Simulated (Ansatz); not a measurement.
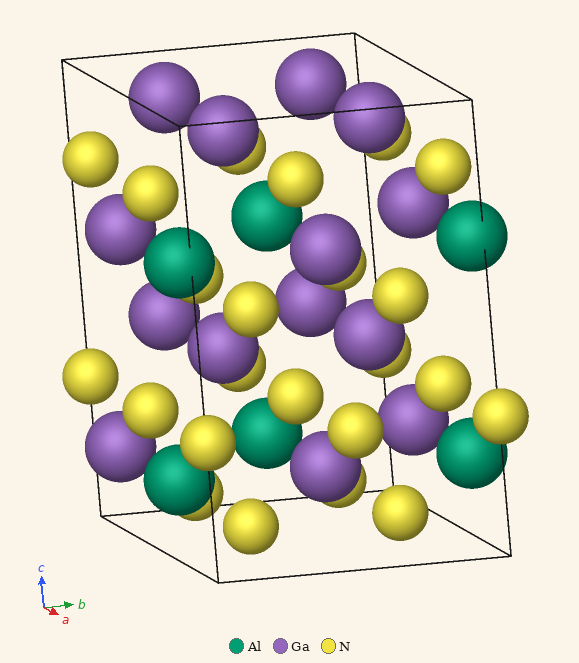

Spheres-only representation of a periodic structure, projected slightly off an axis. Lines trace the edges of the conventional unit cell.

AlGa3N4, space group Cm (No. 8), a = 6.31 Å, b = 6.31 Å, c = 9.18 Å, α = 90.00°, β = 103.26°, γ = 90.00°.

Calculation details: DFT r2SCAN, scalar-relativistic, plane waves, PAW in Ansatz; plane-wave cutoff 500 eV, k-points about 0.29 Å⁻¹ apart, Gaussian smearing of 0.05 eV, no spin polarisation.

**Metal or not?**

A semiconductor at this level, with a gap of 2.51 eV on the k-mesh (the true edges may lie between mesh points, so the gap can be somewhat smaller).

**State the hydrostatic pressure.**

The computed pressure is 45.2 GPa (compressed: it would expand). The stress isn't hydrostatic: its largest component is 112.7 GPa.

Origin of the cell: a structure listed in the Materials Project. The cell was then strained or its atoms displaced on purpose. An electronic-structure calculation with Ansatz was run on it.

At this level of theory the run's own cell isn't at rest (compressed, at 45 GPa and forces up to 57.1 eV/Å), so its distances can differ from those at equilibrium, the more so the softer the solid.
